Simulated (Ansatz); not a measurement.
**What a change does: single-point calculation on TiAl**

System: TiAl (P-6m2, 2 atoms in the cell).
Method of the first run: DFT PBEsol, scalar-relativistic, plane waves, PAW, PAW set soft_1, no spin polarisation (Ansatz 0.2.0).

The structure derives from a Materials Project entry. Text and figures count atoms from 1; the logs count them from 0 in places.

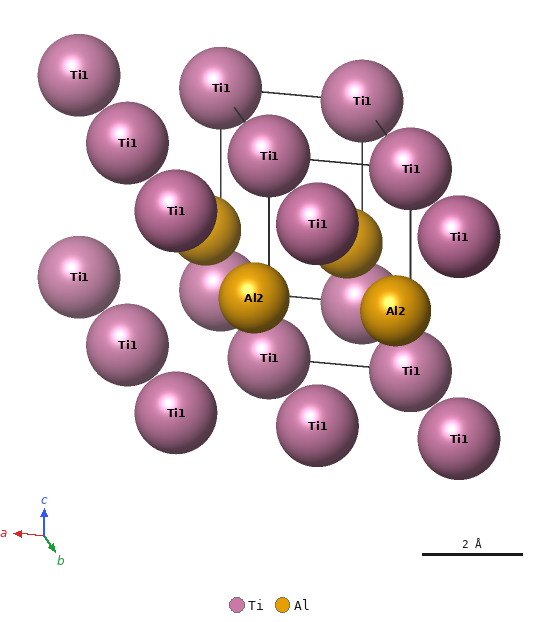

The structure (spheres-only view of the cell of the calculation, repeated 2 × 2 × 1, seen at an oblique angle; atoms are numbered from 1 in the order of the input). An atom can appear more than once, as a periodic image.

The input, the first run:
```yaml
crystal:
  lattice:
    - [2.8850104496, 0.0, 0.0]
    - [-1.4425052248, 2.4984923395, 0.0]
    - [0.0, 0.0, 4.6799630897]
  atoms:
    - { symbol: Ti, position: [0.0, 0.0, 0.0] }
    - { symbol: Al, position: [0.3333333333, 0.6666666667, 0.5] }
basis:
  ecutwfc: 520.0
kpoints:
  mp_grid: { grid: [21, 21, 12] }
hamiltonian:
  xc: pbesol
  pseudopotentials: { kind: paw, azcp: { folder: soft_1 } }
scf:
  occupations: { method: gaussian, width: 0.15 }
  lower_state_search: "off"
output:
  forces: true
  stress: true
  eigenvalues: true
```

Launched with:
```bash
ansatz run input.yaml --threads 2 --pin off --max-ram 4096MiB --backend cpu --events-out ev --progress --plain --runs-dir out
```

Hardware: 2 threads of Arm Neoverse V1, 24 GiB of memory available, shared host.

Output, shortened to warnings, some set-up lines, iterations and results (the first run):
```
Warning: [file] the record states the generating functional pbe (its physics header spells it `PBE`), which answers neither for hamiltonian.xc's functional nor for the pbesol family's — results may be inconsistent (PPs are generated against a specific XC)
Warning: [file] the record states the generating functional pbe (its physics header spells it `PBE`), which answers neither for hamiltonian.xc's functional nor for the pbesol family's — results may be inconsistent (PPs are generated against a specific XC)
Basis set: ecut = 520 eV, 941 PW (Γ), exchange–correlation on 48×48×72 points (8 copies of the dense FFT grid, shifted against one another)
Symmetry: 12 space group operations
k-points: 336 of 5292 (time reversal used)
Initial density: superposition of atomic densities (chi_scale 0.1, normalization cell, long waves kept (reshape's long-wave potential 0.00 eV rms))
[...]
SCF iter   1: F=—  HF=-2999.296474 eV  |F-HF|=—  |Δ(HF+E_count)|=         —  Δρ=4.40e-2  dr2=9.10e-1  ethr=3.10e-3  ⟨swp⟩=4.8  Hψ=20319  notcnv=0
SCF iter   2: F=—  HF=-2999.081998 eV  |F-HF|=—  |Δ(HF+E_count)|=   2.14e-1  Δρ=2.22e-2  dr2=3.88e-1  ethr=3.10e-3  ⟨swp⟩=2.2  Hψ=8290  notcnv=0  defer=47
SCF iter   3: F=—  HF=-2998.960818 eV  |F-HF|=—  |Δ(HF+E_count)|=   1.21e-1  Δρ=7.03e-3  dr2=3.16e-2  ethr=2.59e-3  ⟨swp⟩=2.0  Hψ=6593  notcnv=0  defer=47
SCF iter   4: F=—  HF=-2998.951585 eV  |F-HF|=—  |Δ(HF+E_count)|=   9.23e-3  Δρ=1.36e-3  dr2=6.55e-4  ethr=2.10e-4  ⟨swp⟩=2.4  Hψ=8830  notcnv=0  defer=42
SCF iter   5: F=—  HF=-2998.951380 eV  |F-HF|=—  |Δ(HF+E_count)|=   2.05e-4  Δρ=3.04e-4  dr2=2.09e-5  ethr=4.36e-6  ⟨swp⟩=2.1  Hψ=5233  notcnv=0  defer=42
SCF iter   6: F=—  HF=-2998.951367 eV  |F-HF|=—  |Δ(HF+E_count)|=   1.39e-5  Δρ=4.27e-5  dr2=3.76e-7  ethr=1.39e-7  ⟨swp⟩=2.3  Hψ=5210  notcnv=0  defer=42
SCF iter   7: F=-2998.951367 eV  HF=-2998.951367 eV  |F-HF|=3.44e-10  |Δ(HF+E_count)|=   2.63e-7  Δρ=3.07e-6  dr2=1.62e-9  ethr=6.67e-10  ⟨swp⟩=5.5  Hψ=17595  notcnv=0
SCF 1 converged in 7 iterations: F = -2998.951367 eV  dr2 = 1.62e-9
SCF converged after 7 iterations
Free energy (F): -2998.951367 eV
Harris-Foulkes:  -2998.951367 eV  (|F-HF|=3.44e-10)
Internal energy: -2998.921561 eV  (E = F + TS)
E sigma→0 (E₀):  -2998.936464 eV
Entropy (-TS):   -0.029806 eV (-14.903 meV/atom)
Fermi energy:    10.145183 eV
--- Per-component energies (eV) ---
  E_band       = -173.251464
  E_kinetic    = 302.566114
  E_local      = -1219.767613  (includes V_loc(G=0)·N_el)
  E_nonlocal   = 72.176027
  E_hartree    = 511.200915
  E_xc         = -152.394929
  E_vxc        = -173.975832  (∫ρ·V_xc dr)
  E_paw        = -1473.877857  (= ΣΔE_a)
  E_vpaw       = -176.651901  (= ΣTr[D̂ρ^β])
  E_aug_tail   = -0.000028  (compensation charges beyond the density's cutoff)
  E_ewald      = -1038.982714
  E_core_change = 0.158524  (= ΣΔE_core)
  E_smearing   = -0.029806  (= −TS)
  E_closure    = -0.000000  (closes the sum)
  Σ components = -2998.951367   (vs F -2998.951367, Δ=0.00e0)
--- Forces (eV/Å), atoms counted from 1 ---
  atom   1  Ti    -0.00000000     0.00000000     0.00000000
  atom   2  Al     0.00000000    -0.00000000     0.00000000
  max |Σ_I F_I| component: 6.94e-17 eV/Å
--- Stress (GPa, compression-positive) ---
       -3.768123       0.000000       0.000000
        0.000000      -3.768123       0.000000
        0.000000       0.000000      -4.634513
  P = ⅓ Tr σ = -4.0569 GPa (-40.569 kbar)
```

The input of the second run differs as follows (lines with − go, lines with + come):
```diff
-    - [2.8850104496, 0.0, 0.0]
-    - [-1.4425052248, 2.4984923395, 0.0]
-    - [0.0, 0.0, 4.6799630897]
+    - [2.9571946349, 0.0, 0.0]
+    - [-1.4785973175, 2.5610056778, 0.0]
+    - [0.0, 0.0, 4.7970577516]
```

What does this change do to the results?

With the same functional and potentials, the second run lies 59.4 meV per atom higher. The pressure goes from −4.06 to −10.21 GPa. The volume per atom goes from 16.87 to 18.17 Å³. The cell is scaled evenly with the atoms at fixed fractional positions, so −ΔP/Δ ln V estimates the bulk modulus midway between the two volumes: about 83 GPa. The number of SCF iterations is the same. The plane waves at Γ go from 941 to 989.

Output, shortened to warnings, some set-up lines, iterations and results (the second run):
```
Warning: [file] the record states the generating functional pbe (its physics header spells it `PBE`), which answers neither for hamiltonian.xc's functional nor for the pbesol family's — results may be inconsistent (PPs are generated against a specific XC)
Warning: [file] the record states the generating functional pbe (its physics header spells it `PBE`), which answers neither for hamiltonian.xc's functional nor for the pbesol family's — results may be inconsistent (PPs are generated against a specific XC)
Basis set: ecut = 520 eV, 989 PW (Γ), exchange–correlation on 48×48×72 points (8 copies of the dense FFT grid, shifted against one another)
Symmetry: 12 space group operations
k-points: 336 of 5292 (time reversal used)
Initial density: superposition of atomic densities (chi_scale 0.1, normalization cell, long waves kept (reshape's long-wave potential 0.00 eV rms))
[...]
SCF iter   1: F=—  HF=-2999.172819 eV  |F-HF|=—  |Δ(HF+E_count)|=         —  Δρ=4.33e-2  dr2=9.39e-1  ethr=3.10e-3  ⟨swp⟩=4.6  Hψ=20244  notcnv=0
SCF iter   2: F=—  HF=-2998.956599 eV  |F-HF|=—  |Δ(HF+E_count)|=   2.16e-1  Δρ=2.12e-2  dr2=3.76e-1  ethr=3.10e-3  ⟨swp⟩=2.3  Hψ=8367  notcnv=0  defer=46
SCF iter   3: F=—  HF=-2998.843309 eV  |F-HF|=—  |Δ(HF+E_count)|=   1.13e-1  Δρ=7.05e-3  dr2=3.76e-2  ethr=2.50e-3  ⟨swp⟩=2.1  Hψ=6607  notcnv=0  defer=46
SCF iter   4: F=—  HF=-2998.832738 eV  |F-HF|=—  |Δ(HF+E_count)|=   1.06e-2  Δρ=1.41e-3  dr2=7.41e-4  ethr=2.51e-4  ⟨swp⟩=2.2  Hψ=8360  notcnv=0  defer=42
SCF iter   5: F=—  HF=-2998.832528 eV  |F-HF|=—  |Δ(HF+E_count)|=   2.10e-4  Δρ=3.25e-4  dr2=2.49e-5  ethr=4.94e-6  ⟨swp⟩=2.0  Hψ=5163  notcnv=0  defer=42
SCF iter   6: F=—  HF=-2998.832505 eV  |F-HF|=—  |Δ(HF+E_count)|=   2.37e-5  Δρ=4.50e-5  dr2=4.00e-7  ethr=1.66e-7  ⟨swp⟩=2.2  Hψ=5159  notcnv=0  defer=42
SCF iter   7: F=-2998.832505 eV  HF=-2998.832505 eV  |F-HF|=4.09e-10  |Δ(HF+E_count)|=   3.87e-7  Δρ=4.80e-6  dr2=5.01e-9  ethr=6.67e-10  ⟨swp⟩=5.4  Hψ=17675  notcnv=0
SCF 1 converged in 7 iterations: F = -2998.832505 eV  dr2 = 5.01e-9
SCF converged after 7 iterations
Free energy (F): -2998.832505 eV
Harris-Foulkes:  -2998.832505 eV  (|F-HF|=4.09e-10)
Internal energy: -2998.801325 eV  (E = F + TS)
E sigma→0 (E₀):  -2998.816915 eV
Entropy (-TS):   -0.031180 eV (-15.590 meV/atom)
Fermi energy:    9.241719 eV
--- Per-component energies (eV) ---
  E_band       = -187.509920
  E_kinetic    = 299.701758
  E_local      = -1253.689656  (includes V_loc(G=0)·N_el)
  E_nonlocal   = 71.696412
  E_hartree    = 521.591792
  E_xc         = -151.207426
  E_vxc        = -172.420482  (∫ρ·V_xc dr)
  E_paw        = -1473.431231  (= ΣΔE_a)
  E_vpaw       = -175.979732  (= ΣTr[D̂ρ^β])
  E_aug_tail   = -0.000024  (compensation charges beyond the density's cutoff)
  E_ewald      = -1013.621474
  E_core_change = 0.158524  (= ΣΔE_core)
  E_smearing   = -0.031180  (= −TS)
  E_closure    = 0.000000  (closes the sum)
  Σ components = -2998.832505   (vs F -2998.832505, Δ=0.00e0)
--- Forces (eV/Å), atoms counted from 1 ---
  atom   1  Ti     0.00000000     0.00000000    -0.00000000
  atom   2  Al     0.00000000    -0.00000000    -0.00000000
  max |Σ_I F_I| component: 5.78e-18 eV/Å
--- Stress (GPa, compression-positive) ---
       -9.630757      -0.000000      -0.000000
       -0.000000      -9.630757       0.000000
       -0.000000       0.000000     -11.378703
  P = ⅓ Tr σ = -10.2134 GPa (-102.134 kbar)
```

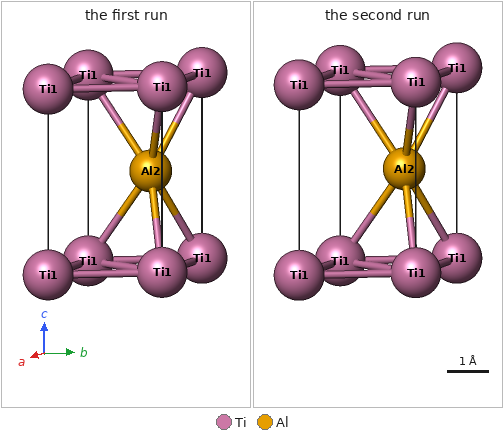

The two input geometries at one scale (ball-and-stick view of the cell of the calculation, seen slightly off an axis). The atoms keep their places relative to the cell (all moves are under 0.005 Å). The drawn cell changes as follows: a = b 2.885 → 2.957 Å (+2.5 %), c 4.680 → 4.797 Å (+2.5 %); the volume changes by +7.7 %. Among the contacts that change: Ti1–Ti1 2.885 → 2.957 Å, Al2–Al2 2.885 → 2.957 Å, Ti1–Al2 2.872 → 2.944 Å.

The two runs side by side:

| quantity | the first run | the second run |
| --- | --- | --- |
| outcome | converged | converged |
| free energy per atom (eV) | −1499.4757 | −1499.4163 |
| energy per atom, smearing taken to zero (eV) | −1499.4682 | −1499.4085 |
| gap on the mesh (eV) | 0.00 | 0.00 |
| pressure (GPa) | −4.06 | −10.21 |
| volume per atom (Å³) | 16.87 | 18.17 |
| largest force (eV/Å) | 0.000 | 0.000 |
| SCF iterations | 7 | 7 |
| irreducible k-points | 336 | 336 |
| plane waves at Γ | 941 | 989 |
| wall time (shared host) | 8.8 s | 9.1 s |

For both runs: Warnings: the PAW datasets were made with another functional. For the second run: The cell is under a tension of 10.2 GPa at this level, so it is not at its equilibrium volume.
